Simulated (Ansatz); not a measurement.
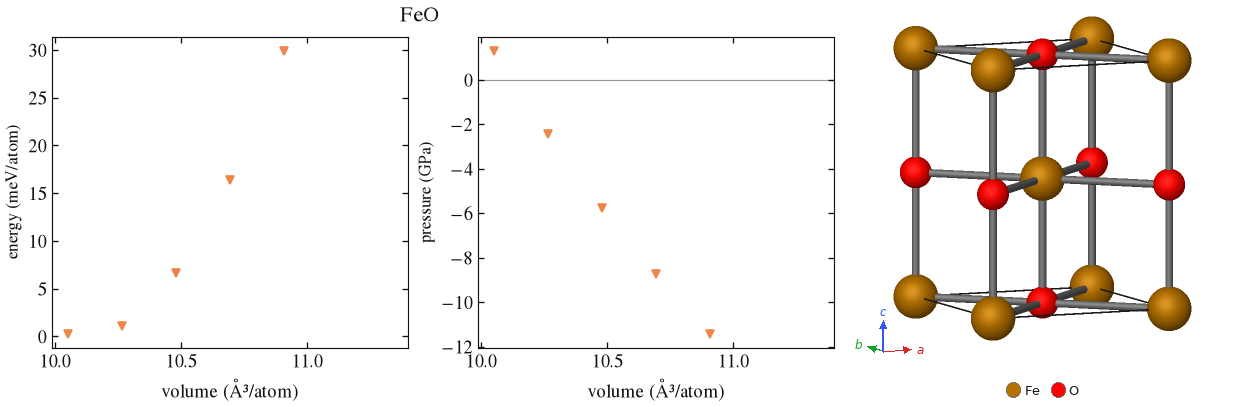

The plot gives the computed energy and pressure against volume for FeO, space group I4/mmm (No. 139). The conventional cell is drawn beside the plot.

Structure:
```
CELL_PARAMETERS angstrom
-1.60210 1.60210 2.08339
1.60210 -1.60210 2.08339
1.60210 1.60210 -2.08339
ATOMIC_POSITIONS crystal
Fe 0.00000 0.00000 0.00000
O 0.50000 0.50000 0.00000
```

Calculation (Ansatz 0.2.0): all-electron LAPW DFT, collinear spins; energies at scaled volumes of the given cell, shape and fractions fixed, counted from the fit's minimum, third-order Birch-Murnaghan fit. Level: PBE, collinear spin.

- k mesh: 12×12×12
- occupations: Fermi–Dirac
- smearing width: 0.05 eV
- potentials: all electron LAPW, scalar relativistic
- program settings: basis error eV/atom 0.0005

The points at volume 11.12 Å³/atom and 11.34 Å³/atom are left out of the plot. What values does the calculation give there?

```json
{"volume (Å³/atom)": "11.12", "energy (meV/atom)": "46.73", "pressure (GPa)": "-13.78"}
{"volume (Å³/atom)": "11.34", "energy (meV/atom)": "66.54", "pressure (GPa)": "-15.84"}
```

Note: shape and atomic fractions are frozen while scaling, which makes layered, chain and framework solids too stiff.
